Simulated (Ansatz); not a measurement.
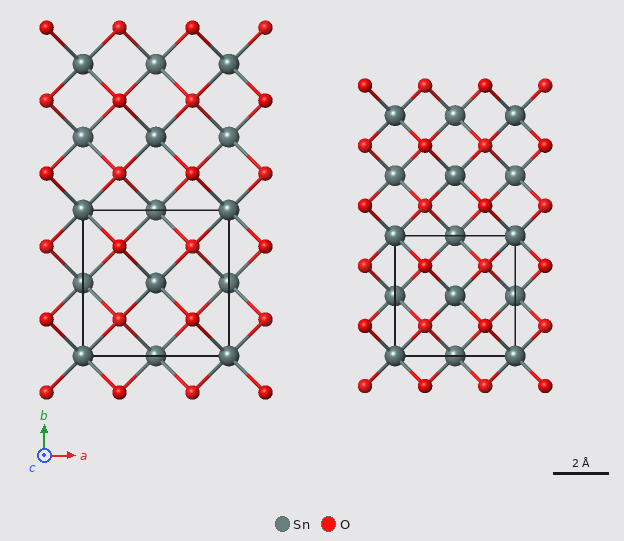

Two geometries of crystalline SnO (built on the zincblende type), drawn at one scale. One is the start of a relaxation, the other its converged end. The picture is a ball-and-stick view of the conventional cell (4 times the calculation's cell), repeated 1 × 2 × 1 with one cell outlined, seen along the c axis. Lengths and directions refer to the drawn axes.

Method: DFT, PBEsol, plane waves, PAW in Ansatz. Settings: plane-wave cutoff 420 eV; k-point mesh 8 × 8 × 8; occupations fermi dirac; smearing width 0.03 eV; no spin polarisation; cell and atoms relaxed; force threshold 0.01 eV/Å; at most 120 steps.

### Which one is relaxed?

The left one is the relaxed one. The atoms keep their places relative to the cell (all moves are under 0.005 Å). Cell: a = b = c 4.427 → 5.375 Å (+21.4 %). Volume +79.0 %. Some distances before and after: O–Sn 1.917 → 2.327 Å. The space group stays F-43m (No. 216). Over 10 accepted moves (13 points after the start) the energy falls by 4.108 eV per cell of the calculation. All forces vanish by symmetry, so only the cell relaxes. Pressure: 131.53 GPa at the start and 0.00 GPa at the end. At 3 points the geometry stayed and the basis and grid were re-selected for the new cell (energy shift of 0.358 eV per cell of the calculation at most each time).
